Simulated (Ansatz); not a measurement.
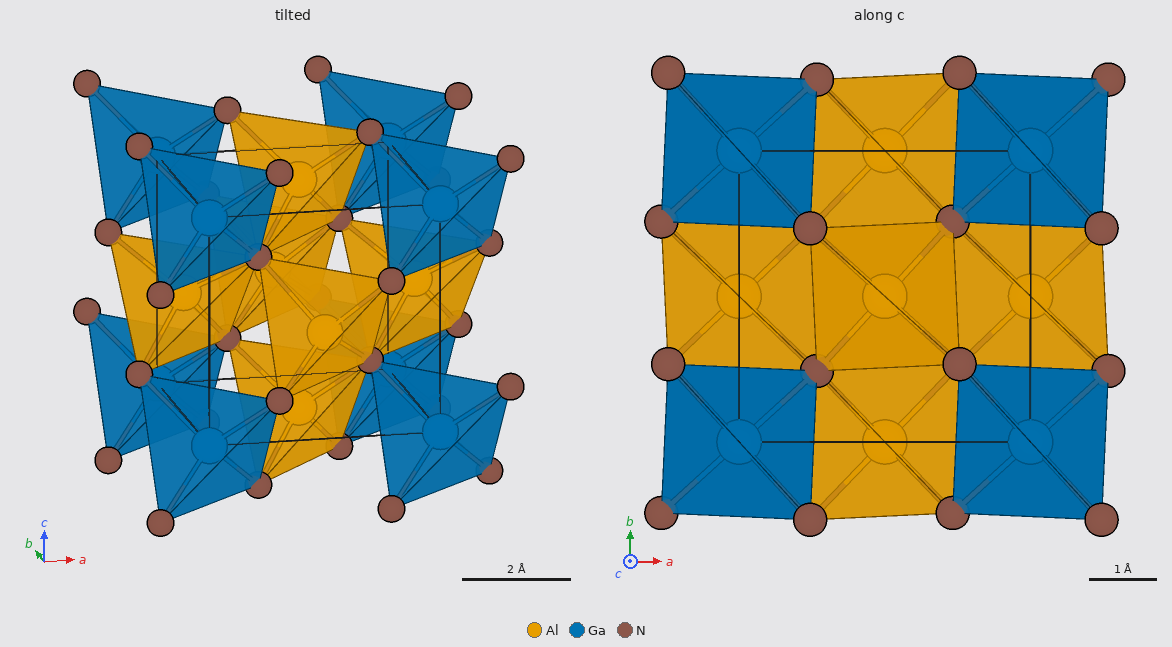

The image is a polyhedral drawing of a crystal, viewed slightly off an axis and along the c axis. One conventional unit cell is framed, with atoms on its boundary repeated. Some neighbours outside the box are added.

Summary of the structure:

- The solid is Al$_{3}$GaN$_{4}$.
- The lattice is primitive tetragonal and the space group P-4 (No. 81).
- One cell contains 3 Al, 1 Ga, 4 N, 8 atoms in all.
- The polyhedra are AlN4 tetrahedra and GaN4 tetrahedra; they share corners.
- Each Al has four N in a distorted tetrahedral arrangement at about 1.9 Å. Ga is linked to four N in a tetrahedral arrangement at about 2.0 Å. N is coordinated by three Al and one Ga in a tetrahedral arrangement (about 1.9 Å to Al, 2.0 Å to Ga).
- The bonds build a three-dimensional framework.

It goes back to a structure listed in the Materials Project. The cell was then strained or its atoms displaced on purpose. An electronic-structure calculation with Ansatz was run on it.

At this level of theory the cell isn't at rest (forces up to 1.6 eV/Å), so its distances can differ from those at equilibrium, the more so the softer the solid.
